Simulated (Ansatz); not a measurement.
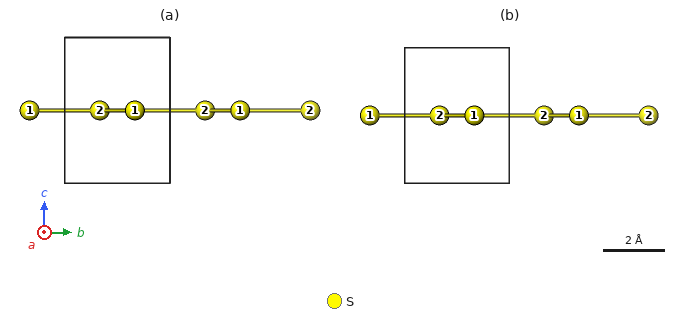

The structure of a crystal of S (a generated structure, set up in P6/mmm) before (left) and after (right) a relaxation, at one scale.

A ball-and-stick model of the cell of the calculation, repeated 1 × 2 × 1 with one cell outlined, seen along the a axis.

Theory: Ansatz 0.2.0, DFT PBE, scalar-relativistic, plane waves, PAW.

Input file:
```yaml
crystal:
  lattice:
    - [4.0197978606, 0.0, 0.0]
    - [-2.0098989303, 3.4812470654, 0.0]
    - [0.0, 0.0, 4.8204101015]
  atoms:
    - { symbol: S, position: [0.3333333333, 0.6666666667, 0.5] }
    - { symbol: S, position: [0.6666666667, 0.3333333333, 0.5] }
basis:
  ecutwfc: 420
kpoints:
  mp_grid: { grid: [18, 18, 12] }
hamiltonian:
  xc: pbe
scf:
  occupations: { method: gaussian, width: 0.1 }
output:
  forces: true
  stress: true
  eigenvalues: true
relax:
  adjacent_minimum: "off"
  f_tol: 0.01
  max_steps: 80
  cell: { stress_tol: 0.05 }
```

Launched with:
```bash
ansatz run input.yaml --threads 1 --pin off --max-ram 2048MiB --backend cpu --events-out ev --progress --plain --runs-dir out
```

### What changed between the two?

The energy falls by 2.2 meV per atom in 6 accepted moves (7 points after the start). All forces vanish by symmetry, so only the cell relaxes. The pressure goes from −0.71 to 0.00 GPa. At 1 point the geometry stayed and the basis and grid were re-selected for the new cell (energy shift of less than 0.05 meV per atom at most each time). No atom moves by more than 0.005 Å relative to the cell. The drawn cell changes as follows: a = b 4.020 → 3.990 Å (−0.7 %), c 4.820 → 4.488 Å (−6.9 %); the volume changes by −8.3 %. Some distances before and after: S1–S2 2.321 → 2.304 Å. The space group stays P6/mmm (No. 191). Cost: 64 s on 1 thread of Arm Neoverse V2 (shared host), peak memory 0.46 GiB.
